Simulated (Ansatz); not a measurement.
Given this structure:

Space group P6/mmm (No. 191). a = 2.736 Å, b = 2.736 Å, c = 2.491 Å, α = 90.00°, β = 90.00°, γ = 120.00°
```tsv
atom	site	symmetry	x	y	z
Mo	1a	6/mmm	0.0000	0.0000	0.0000
```

Work out the structure from the coordinates.

The element is molybdenum. It belongs to space group P6/mmm (No. 191) and has a primitive hexagonal lattice. It belongs to the family called simple hexagonal. The cell holds one atom. With all contacts inside bonding distance counted, the coordination numbers are Mo 8.

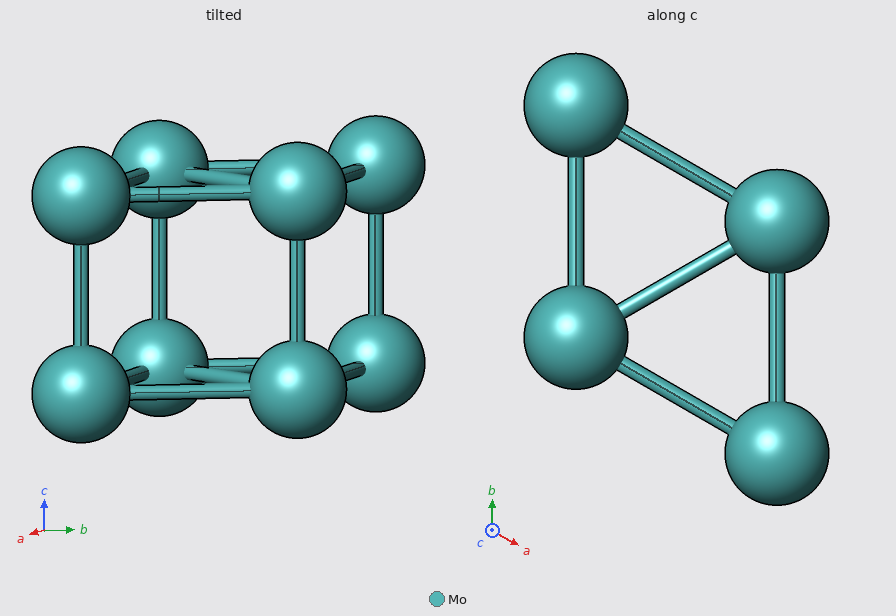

The crystal in a ball-and-stick representation, seen slightly off an axis and along the c axis. The conventional unit cell is outlined; an atom on or near a face, edge or corner is repeated at each equivalent position.

The initial geometry was a structure listed in the Materials Project. The cell was then strained or its atoms displaced on purpose. It was the input of a calculation with Ansatz.
